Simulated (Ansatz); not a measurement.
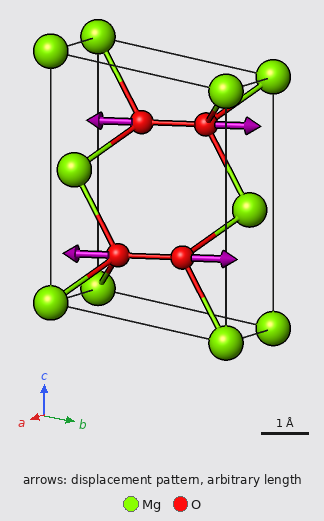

One vibrational mode of a crystal of MgO₂ at the zone centre of a doubled cell. The purple arrows are the displacements of the atoms (eigenvector over the root of the mass), of arbitrary overall length and sign. The picture is a ball-and-stick view of the cell of the calculation, seen slightly off an axis.

Computed with Ansatz, DFT r2SCAN, scalar-relativistic, plane waves, PAW. Set-up: plane-wave cutoff 500 eV; k-point mesh 8 × 8 × 4; occupations gaussian; smearing width 0.05 eV; no spin polarisation.

Frequencies are those without the non-analytic (LO–TO) term.

**Describe the mode and give its frequency.**

This is a non-degenerate mode at 971 cm⁻¹, the highest level (the three translations aside). The Mg atoms stay at rest; all motion is roughly along [1 2 0] of the drawn cell; atoms of one kind move against one another, with no net shift of their sublattice; it stretches the shortest O–O bonds (1.47 Å). It repeats in both halves of the doubled cell: it is a zone-centre mode of the crystal.
